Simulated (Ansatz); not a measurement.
# Geometry relaxation, with input and output: InAs (part 2 of 2)

InAs (2 atoms in the cell); DFT PBEsol, scalar-relativistic, plane waves, PAW, no spin polarisation (Ansatz 0.2.0); cutoff 420 eV, 12×12×12 k-mesh, Fermi–Dirac smearing of 0.15 eV. The structure derives from an entry of the Crystallography Open Database. It belongs to a series of runs on one base structure; here: relaxed at -1 GPa.

Geometry of the input (Å; fractional positions):
```
0.0000  3.0437  3.0437
3.0437  0.0000  3.0437
3.0437  3.0437  0.0000
In 0.0000  0.0000  0.0000
As 0.7500  0.7500  0.7500
```

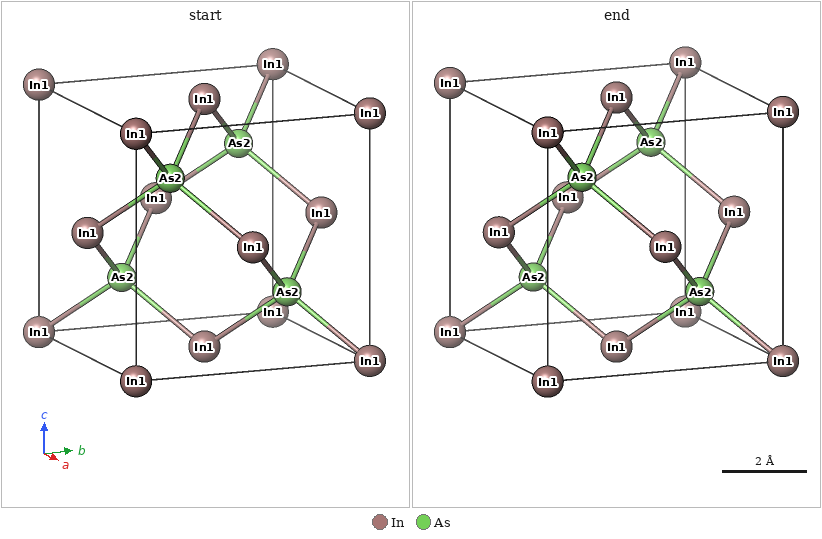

**Figure 1.** Before (left) and after (right) the relaxation, at one scale (ball-and-stick view of the cell 4 times as large as that of the calculation, set on its symmetry axes, seen slightly off an axis). After 2 geometry steps the energy has risen by 1.8 meV per atom. With the target pressure of -1 GPa, the enthalpy E + pV changes by −1.6 meV per atom. All forces vanish by symmetry, so only the cell relaxes. Pressure: 0.00 GPa at the start and −1.01 GPa at the end. No atom moves by more than 0.005 Å relative to the cell. Cell: a = b = c 6.087 → 6.126 Å (+0.6 %). Volume +1.9 %. Distances before and after: In1–As2 2.636 → 2.653 Å. The space group stays F-43m (No. 216). A last SCF at the same geometry on a re-selected plane-wave basis shifts the energy by −0.1 meV per atom. (Atoms are counted from 1 in the order of the input.)

```
basis re-selected at this cell: Δ(F+E_penalty+E_count) = -1.979e-4 eV, ΔP = -0.000 GPa vs the last step (what re-selecting the basis moved, of the pressure what is left beyond the Pulay correction that the steps carried, after the strain that the cell walked since its last selection, with what the two solves' SCF thresholds leave and, on support functions, any second-order correction that the steps lacked; it is no measure of the basis error at this ecutwfc). This SCF's stress stands 1.04e-2 GPa from its target on what of the cell is left free (relax.cell.stress_tol is 2.00e-2 GPa) and its largest allowed force component is 3.54e-17 eV/Å (relax.f_tol is 1.00e-3 eV/Å): within both
SCF converged after 6 iterations
Free energy (F): -10338.826201 eV
Harris-Foulkes:  -10338.826201 eV  (|F-HF|=1.82e-12)
Internal energy: -10338.822059 eV  (E = F + TS)
E sigma→0 (E₀):  -10338.824130 eV
Entropy (-TS):   -0.004141 eV (-2.071 meV/atom)
Fermi energy:    7.550289 eV
--- Per-component energies (eV) ---
  E_band       = -328.054407
  E_kinetic    = 346.138269
  E_local      = -3330.020030  (includes V_loc(G=0)·N_el)
  E_nonlocal   = -299.815110
  E_hartree    = 1603.342336
  E_xc         = -291.569791
  E_vxc        = -178.395823  (∫ρ·V_xc dr)
  E_paw        = -5877.602031  (= ΣΔE_a)
  E_vpaw       = -72.646404  (= ΣTr[D̂ρ^β])
  E_aug_tail   = 0.000034  (compensation charges beyond the density's cutoff)
  E_ewald      = -2490.498067
  E_core_change = 1.202331  (= ΣΔE_core)
  E_smearing   = -0.004141  (= −TS)
  E_closure    = 0.000000  (closes the sum)
  Σ components = -10338.826201   (vs F -10338.826201, Δ=0.00e0)
--- Forces (eV/Å), atoms counted from 1 ---
  atom   1  In    -0.00000000     0.00000000     0.00000000
  atom   2  As     0.00000000     0.00000000    -0.00000000
  max |Σ_I F_I| component: 5.87e-17 eV/Å
--- Stress (GPa, compression-positive) ---
       -1.010430       0.000000       0.000000
        0.000000      -1.010430       0.000000
        0.000000       0.000000      -1.010430
  P = ⅓ Tr σ = -1.0104 GPa (-10.104 kbar)
--- Band table (eV; the first three rows and the last of 72) ---
  k-point 0: bands = ["-27.7790", "-27.7790", "-27.7790", "-27.7721", "-27.7721", "-7.0649", "-7.0649", "-7.0649", "-6.9520", "-6.9520", "-4.4509", "6.7112", "7.1949", "7.1949", "7.1949", "11.0452", "11.0452", "11.0452"]
  k-point 1: bands = ["-27.7790", "-27.7790", "-27.7790", "-27.7720", "-27.7720", "-7.0730", "-7.0625", "-7.0625", "-6.9521", "-6.9521", "-4.3828", "5.8186", "7.1087", "7.1087", "7.8550", "11.0535", "11.1743", "11.1743"]
  k-point 2: bands = ["-27.7790", "-27.7789", "-27.7789", "-27.7720", "-27.7720", "-7.0946", "-7.0562", "-7.0562", "-6.9520", "-6.9520", "-4.1862", "4.6561", "6.8984", "6.8984", "8.2672", "11.3722", "11.4710", "11.4710"]
  k-point 71: bands = ["-27.7790", "-27.7789", "-27.7786", "-27.7720", "-27.7718", "-7.2073", "-7.0208", "-6.9987", "-6.9659", "-6.9447", "-2.5427", "1.6217", "4.3744", "4.4611", "11.2105", "11.3954", "12.0180", "13.1625"]
--- Relaxed structure (3 steps of the walk, 3 accepted, 1 SCFs on fresh bases) ---
  F+E_penalty+E_count = -10338.82620058 eV   max|allowed force component| = 3.542e-17 eV/Å   (the final SCF, on the basis selected at the relaxed cell)
  cell:  # Å, volume = 57.4853 Å³
    - [1.8470723619246513e-33, 3.063201993290646, 3.063201993290646]
    - [3.063201993290646, 8.71308617625146e-33, 3.063201993290646]
    - [3.063201993290646, 3.063201993290646, 7.197212996465021e-33]
  atoms:
    - { symbol: In, position: [1.1633420189056027e-33, -1.2635278471626289e-33, -1.1831155376405419e-33] }
    - { symbol: As, position: [0.7500000000000001, 0.7500000000000001, 0.7500000000000001] }
```

## Trajectory as extended XYZ (Å, eV, eV/Å), 4 frames, from step=1 to step=4
```
2
Lattice="0.0000 3.0437 3.0437 3.0437 0.0000 3.0437 3.0437 3.0437 0.0000" Properties=species:S:1:pos:R:3:forces:R:3 step=1 energy=-10338.82969 pressure_GPa=0.00
In    0.0000    0.0000    0.0000    0.0000   0.0000   0.0000
As    4.5656    4.5656    4.5656    0.0000   0.0000   0.0000
2
Lattice="0.0000 3.0687 3.0687 3.0687 0.0000 3.0687 3.0687 3.0687 0.0000" Properties=species:S:1:pos:R:3:forces:R:3 step=2 energy=-10338.82371 pressure_GPa=-1.28
In    0.0000    0.0000    0.0000    0.0000   0.0000   0.0000
As    4.6031    4.6031    4.6031    0.0000   0.0000   0.0000
2
Lattice="0.0000 3.0632 3.0632 3.0632 0.0000 3.0632 3.0632 3.0632 0.0000" Properties=species:S:1:pos:R:3:forces:R:3 step=3 energy=-10338.82600 pressure_GPa=-1.01
In    0.0000    0.0000    0.0000    0.0000   0.0000   0.0000
As    4.5948    4.5948    4.5948    0.0000   0.0000   0.0000
2
Lattice="0.0000 3.0632 3.0632 3.0632 0.0000 3.0632 3.0632 3.0632 0.0000" Properties=species:S:1:pos:R:3:forces:R:3 step=4 energy=-10338.82620 pressure_GPa=-1.01
In    0.0000    0.0000    0.0000    0.0000   0.0000   0.0000
As    4.5948    4.5948    4.5948    0.0000   0.0000   0.0000
```

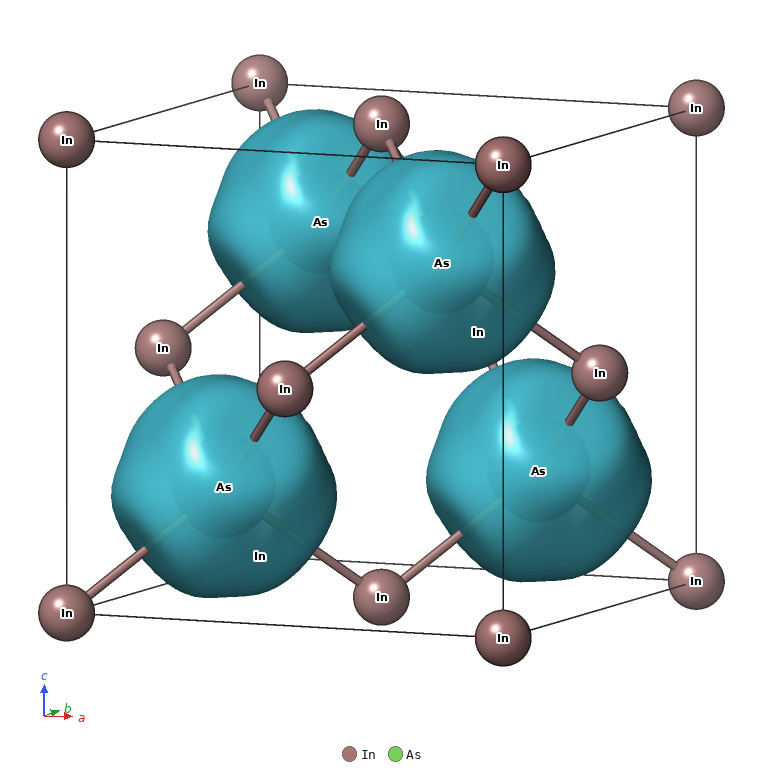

**Figure 2.** Isosurface of the ELF at 0.55 (cyan), seen slightly off an axis. Core shells and regions of very low density are left out. Sticks mark near contacts. The outline is the cell set on symmetry axes. Values along the shortest contacts: In–As (2.65 Å): the ELF peaks at about 0.75 between the atoms (a shared electron pair). In a PAW calculation such maps are meaningful between the atoms, not at the nuclei.

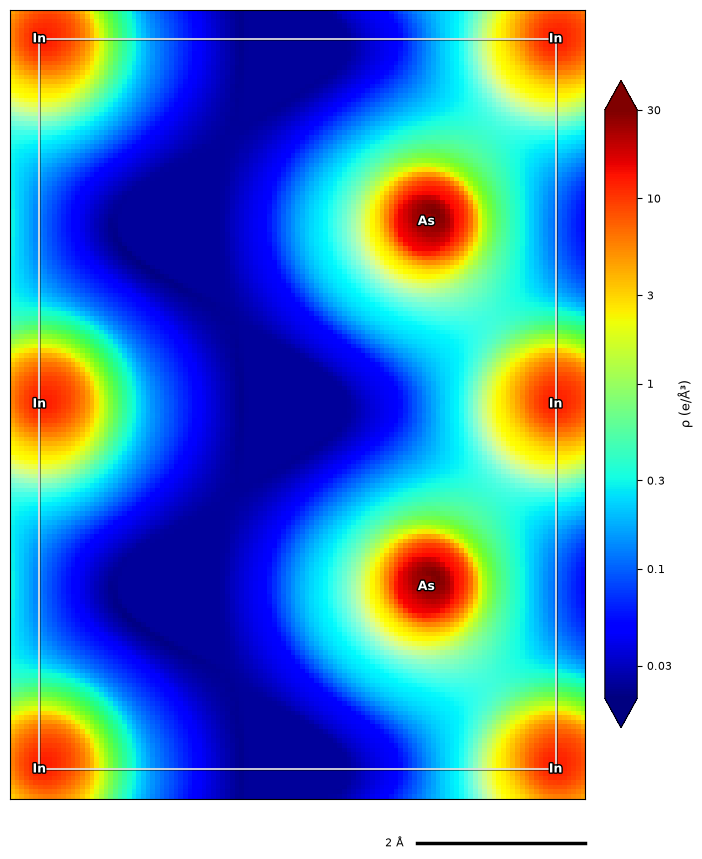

**Figure 3.** Valence pseudo-density on the (011) plane of the conventional cell. Atoms in the plane: In and As. In–As (2.65 Å): ρ at the midpoint is about 0.39 e/Å³. Away from the nuclei the density in this plane falls to 0.01 e/Å³ at its lowest.

## Key numbers

| quantity | value |
| --- | --- |
| outcome | converged |
| space group (tolerance 0.01 Å) | F-43m (216) |
| electrons treated | 28 |
| free energy | −10338.8262 eV |
| Fermi energy | 7.550 eV |
| gap on the k-point mesh | none (metallic) |
| pressure | −1.01 GPa |
| final volume | 57.49 Å³ |
| largest force (length of the vector) at the end | under 0.001 eV/Å |
| final cell | a = 4.332 Å, b = 4.332 Å, c = 4.332 Å, α = 60.00°, β = 60.00°, γ = 60.00° |
| wall time | 62 s |
| peak memory | 0.43 GiB |

## Remarks

Results for this metal are sensitive to the k-point mesh.
